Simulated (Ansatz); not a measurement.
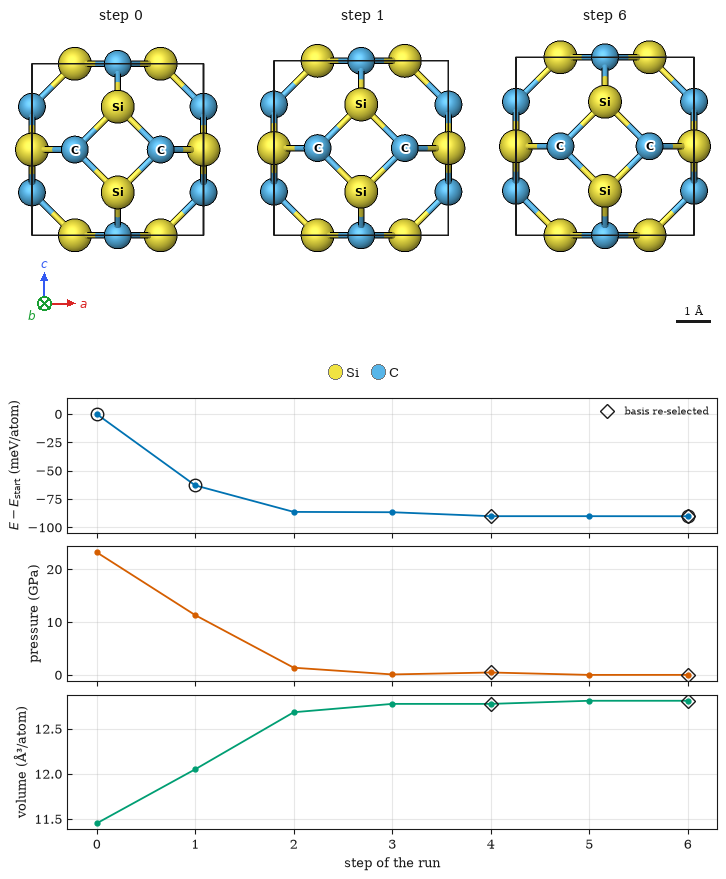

Frames of a relaxation of a crystal of SiC (a generated structure, set up in Pm-3n) (coarse preliminary run), marked on the history of the run. Style: ball-and-stick. Shown: the cell of the calculation, along the b axis.

Computed with DFT PBE, scalar-relativistic, plane waves, PAW in Ansatz. Settings: plane-wave cutoff 420 eV; k-point mesh 4 × 4 × 4; occupations gaussian; smearing width 0.1 eV; no spin polarisation; cell and atoms relaxed; force threshold 0.04 eV/Å; at most 70 steps.

What happens along the run?

After 4 accepted moves (6 points after the start) the energy has fallen by 90.1 meV per atom. All forces vanish by symmetry, so only the cell relaxes. Pressure: 23.22 GPa at the start and 0.02 GPa at the end. The SCF was repeated twice at an unchanged geometry on a basis and grid sized afresh for the cell, which shifted the energy by 3.5 meV per atom at most. No atom moves by more than 0.005 Å relative to the cell. The drawn cell changes as follows: a = b = c 5.160 → 5.357 Å (+3.8 %); the volume changes by +11.9 %. Near-neighbour distances that change, for instance: C–Si 1.825 → 1.894 Å. The space group stays Pm-3n (No. 223). From step 0 to 1: volume +5.2 %, energy −62.9 meV per atom. From step 1 to 6: volume +6.3 %, energy −27.2 meV per atom.
